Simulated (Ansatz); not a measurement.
**What a change does: geometry relaxation on ZrO₂**

System: ZrO₂ (Fm-3m, 3 atoms in the cell).
Method of the first run: DFT PBE, scalar-relativistic, plane waves, PAW, no spin polarisation (Ansatz 0.2.0).

The structure was made by a generator, so it may or may not be a known phase. Text and figures count atoms from 1; the logs count them from 0 in places.

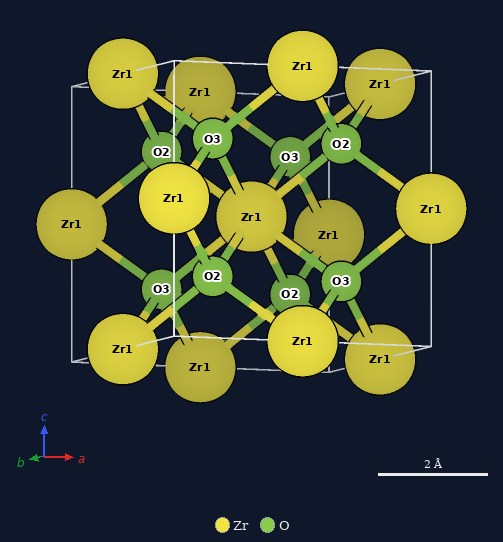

**Figure 1.** The starting structure (ball-and-stick view of the cell 4 times as large as that of the calculation, set on its symmetry axes, seen at an oblique angle; atoms are numbered from 1 in the order of the input). An atom can appear more than once, as a periodic image. Near neighbours in the periodic cell (some may lie outside the picture): Zr has 8 O at 2.21 Å; O has 4 Zr at 2.21 Å.

### The input, the first run
```yaml
crystal:
  lattice:
    - [0.0, 2.5574928175, 2.5574928175]
    - [2.5574928175, 0.0, 2.5574928175]
    - [2.5574928175, 2.5574928175, 0.0]
  atoms:
    - { symbol: Zr, position: [0.5, 0.5, 0.5] }
    - { symbol: O, position: [0.25, 0.25, 0.25] }
    - { symbol: O, position: [0.75, 0.75, 0.75] }
basis:
  ecutwfc: 420
kpoints:
  mp_grid: { grid: [8, 8, 8] }
hamiltonian:
  xc: pbe
scf:
  occupations: { method: gaussian, width: 0.02 }
output:
  forces: true
  stress: true
  eigenvalues: true
relax:
  adjacent_minimum: "off"
  f_tol: 0.01
  max_steps: 80
  cell: { stress_tol: 0.05 }
```

Launched with:
```bash
ansatz run input.yaml --threads 1 --pin off --max-ram 2560MiB --backend cpu --events-out ev --progress --plain --runs-dir out
```

Hardware: 1 thread of Intel Xeon @ 2.70GHz, 189 GiB of memory available, shared host.

### Output, shortened to warnings, some set-up lines, iterations and results (the first run)
```
Basis set: ecut = 420 eV, 645 PW (Γ), exchange–correlation on 50×50×50 points (8 copies of the dense FFT grid, shifted against one another)
Symmetry: 48 space group operations
k-points: 29 of 512
Initial density: superposition of atomic densities (neutral atoms: chi_scale 0, normalization atom), corrected by the library's trained network
[...]
SCF iter   1: F=—  HF=-5323.820521 eV  |F-HF|=—  |Δ(HF+E_count)|=         —  Δρ=2.22e-3  dr2=1.16e-3  ethr=1.77e-3  ⟨swp⟩=6.0  Hψ=2197  notcnv=0
SCF iter   2: F=—  HF=-5323.820419 eV  |F-HF|=—  |Δ(HF+E_count)|=   1.02e-4  Δρ=1.59e-3  dr2=6.86e-4  ethr=4.85e-6  ⟨swp⟩=2.0  Hψ=1153  notcnv=0
SCF iter   3: F=—  HF=-5323.820276 eV  |F-HF|=—  |Δ(HF+E_count)|=   1.43e-4  Δρ=5.72e-4  dr2=1.79e-5  ethr=2.86e-6  ⟨swp⟩=2.0  Hψ=693  notcnv=0
SCF iter   4: F=—  HF=-5323.820196 eV  |F-HF|=—  |Δ(HF+E_count)|=   7.99e-5  Δρ=1.64e-4  dr2=1.63e-6  ethr=7.44e-8  ⟨swp⟩=2.0  Hψ=801  notcnv=0
SCF iter   5: F=-5323.820203 eV  HF=-5323.820203 eV  |F-HF|=3.13e-8  |Δ(HF+E_count)|=   7.29e-6  Δρ=1.16e-5  dr2=9.92e-9  ethr=6.80e-9  ⟨swp⟩=2.0  Hψ=809  notcnv=0
[... 11 lines ...]
SCF iter   3: F=—  HF=-5323.820350 eV  |F-HF|=—  |Δ(HF+E_count)|=   6.53e-9  Δρ=5.21e-6  dr2=1.78e-9  ethr=1.14e-10  ⟨swp⟩=2.0  Hψ=648  notcnv=0
SCF iter   4: F=—  HF=-5323.820350 eV  |F-HF|=—  |Δ(HF+E_count)|=   2.25e-9  Δρ=1.47e-6  dr2=6.30e-10  ethr=7.41e-12  ⟨swp⟩=2.6  Hψ=788  notcnv=0
SCF iter   5: F=-5323.820350 eV  HF=-5323.820350 eV  |F-HF|=8.19e-12  |Δ(HF+E_count)|=  9.73e-11  Δρ=3.31e-7  dr2=2.79e-11  ethr=1.00e-12  ⟨swp⟩=4.6  Hψ=2261  notcnv=0
SCF 3 converged in 5 iterations: F = -5323.820350 eV  dr2 = 2.79e-11
relax step   3: F+E_penalty+E_count = -5323.82034991 eV  Δ(F+E_penalty+E_count) = -2.262e-4 eV  max|allowed force component| = 5.782e-18 eV/Å  Δτ_max = 0.0000 Å  P = -0.021 …
basis re-selected at this cell: Δ(F+E_penalty+E_count) = -2.262e-4 eV, ΔP = +0.005 GPa vs the last step (what re-selecting the basis moved, of the pressure what is left beyond the Pulay correction that the steps carried, after the strain that the cell walked since its last selection, with what the …
SCF converged after 5 iterations
Free energy (F): -5323.820350 eV
Harris-Foulkes:  -5323.820350 eV  (|F-HF|=8.19e-12)
Internal energy: -5323.820350 eV  (E = F + TS)
E sigma→0 (E₀):  -5323.820350 eV
Fermi energy:    13.563619 eV
--- Per-component energies (eV) ---
  E_band       = -66.691370
  E_kinetic    = 686.581882
  E_local      = -1151.751407  (includes V_loc(G=0)·N_el)
  E_nonlocal   = 171.102463
  E_hartree    = 379.874147
  E_xc         = -311.766706
  E_vxc        = -382.576452  (∫ρ·V_xc dr)
  E_paw        = -3268.711391  (= ΣΔE_a)
  E_vpaw       = -149.801084  (= ΣTr[D̂ρ^β])
  E_aug_tail   = 0.004986  (compensation charges beyond the density's cutoff)
  E_ewald      = -1829.154323
  E_smearing   = -0.000000  (= −TS)
  E_closure    = 0.000000  (closes the sum)
  Σ components = -5323.820350   (vs F -5323.820350, Δ=0.00e0)
--- Forces (eV/Å), atoms counted from 1 ---
  atom   1  Zr     0.00000000    -0.00000000     0.00000000
  atom   2  O      0.00000000    -0.00000000     0.00000000
  atom   3  O     -0.00000000     0.00000000    -0.00000000
  max |Σ_I F_I| component: 2.31e-18 eV/Å
--- Stress (GPa, compression-positive) ---
       -0.020760       0.000000      -0.000000
        0.000000      -0.020760       0.000000
       -0.000000       0.000000      -0.020760
  P = ⅓ Tr σ = -0.0208 GPa (-0.208 kbar)
--- Relaxed structure (2 steps of the walk, 2 accepted, 1 SCFs on fresh bases) ---
  F+E_penalty+E_count = -5323.82034991 eV   max|allowed force component| = 5.782e-18 eV/Å   (the final SCF, on the basis selected at the relaxed cell)
  cell:  # Å, volume = 33.4759 Å³
    - [3.6622986486437056e-35, 2.55800151501901, 2.55800151501901]
    - [2.55800151501901, 4.936141656867603e-35, 2.55800151501901]
    - [2.55800151501901, 2.55800151501901, 0.0]
  atoms:
    - { symbol: Zr, position: [0.5, 0.5, 0.5] }
    - { symbol: O, position: [0.25, 0.25, 0.25] }
    - { symbol: O, position: [0.75, 0.75, 0.75] }
```

The input of the second run differs as follows (lines with − go, lines with + come):
```diff
-  mp_grid: { grid: [8, 8, 8] }
+  mp_grid: { grid: [8, 8, 8], shift: [0.5, 0.5, 0.5] }
+  dispersion: d4
```

How does the second run compare with the first run?

The total energies belong to different models, so their difference says nothing on which is more stable or more accurate. The gap on the mesh goes from 3.32 to 3.54 eV. The volume per atom goes from 11.16 to 10.99 Å³. The SCF takes 31 iterations over all geometry steps against 15. The irreducible k-points go from 29 to 60. On the same kind of shared host the second run took about 4 times as long.

### Output, shortened to warnings, some set-up lines, iterations and results (the second run)
```
Warning: crystal.symmetry: narrowed to the stabiliser of the k-point mesh — unitary ops 48 → 12; excluded 36 operations that carry a point of the 8×8×8 mesh (shift [0.5, 0.5, 0.5]) off the mesh (the run samples exactly the mesh kpoints.mp_grid names, as under crystal.symmetry.detect: false, and its converged state has the mesh's symmetry, not the crystal's; ε∞, the Born charges and the force …
Basis set: ecut = 420 eV, 645 PW (Γ), exchange–correlation on 50×50×50 points (8 copies of the dense FFT grid, shifted against one another)
Symmetry: 12 space group operations
k-points: 60 of 512
Initial density: superposition of atomic densities (neutral atoms: chi_scale 0, normalization atom), corrected by the library's trained network
[...]
SCF iter   1: F=—  HF=-5324.437608 eV  |F-HF|=—  |Δ(HF+E_count)|=         —  Δρ=2.20e-3  dr2=1.14e-3  ethr=1.77e-3  ⟨swp⟩=6.0  Hψ=4570  notcnv=0
SCF iter   2: F=—  HF=-5324.437443 eV  |F-HF|=—  |Δ(HF+E_count)|=   1.65e-4  Δρ=1.54e-3  dr2=6.43e-4  ethr=4.74e-6  ⟨swp⟩=2.0  Hψ=2397  notcnv=0
SCF iter   3: F=—  HF=-5324.437310 eV  |F-HF|=—  |Δ(HF+E_count)|=   1.32e-4  Δρ=5.69e-4  dr2=1.80e-5  ethr=2.68e-6  ⟨swp⟩=2.0  Hψ=1395  notcnv=0
SCF iter   4: F=—  HF=-5324.437230 eV  |F-HF|=—  |Δ(HF+E_count)|=   8.01e-5  Δρ=1.69e-4  dr2=1.77e-6  ethr=7.50e-8  ⟨swp⟩=2.0  Hψ=1649  notcnv=0
SCF iter   5: F=-5324.437238 eV  HF=-5324.437238 eV  |F-HF|=3.58e-8  |Δ(HF+E_count)|=   7.59e-6  Δρ=1.23e-5  dr2=1.23e-8  ethr=7.37e-9  ⟨swp⟩=2.0  Hψ=1678  notcnv=0
[... 33 lines ...]
SCF iter   4: F=—  HF=-5324.442858 eV  |F-HF|=—  |Δ(HF+E_count)|=  5.18e-10  Δρ=7.18e-7  dr2=1.97e-10  ethr=7.04e-12  ⟨swp⟩=2.6  Hψ=1552  notcnv=0
SCF iter   5: F=—  HF=-5324.442858 eV  |F-HF|=—  |Δ(HF+E_count)|=  2.46e-11  Δρ=4.31e-7  dr2=4.78e-11  ethr=1.00e-12  ⟨swp⟩=2.0  Hψ=1079  notcnv=0
SCF iter   6: F=-5324.442858 eV  HF=-5324.442858 eV  |F-HF|=1.82e-12  |Δ(HF+E_count)|=  1.82e-12  Δρ=2.41e-7  dr2=1.35e-11  ethr=1.00e-12  ⟨swp⟩=5.0  Hψ=3723  notcnv=0
SCF 6 converged in 6 iterations: F = -5324.442858 eV  dr2 = 1.35e-11
relax step   6: F+E_penalty+E_count = -5324.44285829 eV  Δ(F+E_penalty+E_count) = -6.967e-10 eV  max|allowed force component| = 1.450e-6 eV/Å  Δτ_max = 0.0000 Å  P = -0.003 …
basis re-selected at this cell: Δ(F+E_penalty+E_count) = -6.967e-10 eV, ΔP = -0.002 GPa vs the last step (what re-selecting the basis moved, of the pressure what is left beyond the Pulay correction that the steps carried, after the strain that the cell walked since its last selection, with what the …
SCF converged after 6 iterations
Free energy (F): -5324.442858 eV
Harris-Foulkes:  -5324.442858 eV  (|F-HF|=1.82e-12)
Internal energy: -5324.442858 eV  (E = F + TS)
E sigma→0 (E₀):  -5324.442858 eV
Fermi energy:    13.832733 eV
--- Per-component energies (eV) ---
  E_band       = -60.681477
  E_kinetic    = 688.028188
  E_local      = -1139.723902  (includes V_loc(G=0)·N_el)
  E_nonlocal   = 171.153143
  E_hartree    = 376.450835
  E_xc         = -312.140417
  E_vxc        = -383.085783  (∫ρ·V_xc dr)
  E_paw        = -3268.853139  (= ΣΔE_a)
  E_vpaw       = -149.959783  (= ΣTr[D̂ρ^β])
  E_aug_tail   = 0.005026  (compensation charges beyond the density's cutoff)
  E_ewald      = -1838.734000
  E_disp       = -0.628591  (pairwise vdW)
  E_smearing   = -0.000000  (= −TS)
  E_closure    = 0.000000  (closes the sum)
  Σ components = -5324.442858   (vs F -5324.442858, Δ=0.00e0)
--- Forces (eV/Å), atoms counted from 1 ---
  atom   1  Zr     0.00000000    -0.00000000     0.00000000
  atom   2  O     -0.00000145    -0.00000145    -0.00000145
  atom   3  O      0.00000145     0.00000145     0.00000145
  max |Σ_I F_I| component: 5.78e-19 eV/Å
--- Stress (GPa, compression-positive) ---
       -0.003354       0.000088       0.000088
        0.000088      -0.003354       0.000088
        0.000088       0.000088      -0.003354
  P = ⅓ Tr σ = -0.0034 GPa (-0.034 kbar)
--- Relaxed structure (4 steps of the walk, 4 accepted, 2 SCFs on fresh bases) ---
  F+E_penalty+E_count = -5324.44285829 eV   max|allowed force component| = 1.450e-6 eV/Å   (the final SCF, on the basis selected at the relaxed cell)
  cell:  # Å, volume = 32.9554 Å³
    - [-1.7761177371916828e-5, 2.544665622671228, 2.544665622671228]
    - [2.544665622671228, -1.7761177371914927e-5, 2.544665622671228]
    - [2.544665622671228, 2.544665622671228, -1.7761177371915876e-5]
  atoms:
    - { symbol: Zr, position: [0.49999999999999994, 0.49999999999999994, 0.5000000000000001] }
    - { symbol: O, position: [0.24999932494289476, 0.24999932494289476, 0.24999932494289476] }
[...]
```

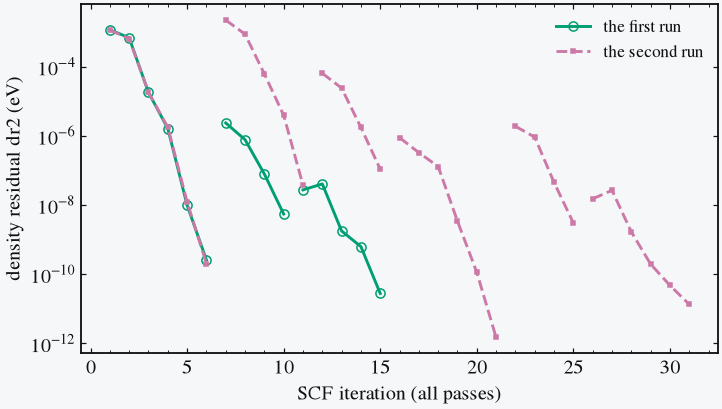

**Figure 2.** Convergence of the two runs: density residual dr2 against the SCF iteration. A break in a curve parts two SCF passes. The first run takes 15 iterations in all, and the second run takes 31.

### The two runs side by side

| quantity | the first run | the second run |
| --- | --- | --- |
| outcome | converged | converged |
| free energy per atom (eV) | −1774.6068 | −1774.8143 |
| gap on the mesh (eV) | 3.32 | 3.54 |
| pressure (GPa) | −0.02 | 0.00 |
| volume per atom (Å³) | 11.16 | 10.99 |
| largest force (eV/Å) | 0.000 | 0.000 |
| SCF iterations | 15 | 31 |
| irreducible k-points | 29 | 60 |
| wall time (shared host) | 3.5 s | 14 s |

For the second run: Warnings: the k-point mesh lowers the symmetry that the run can use.
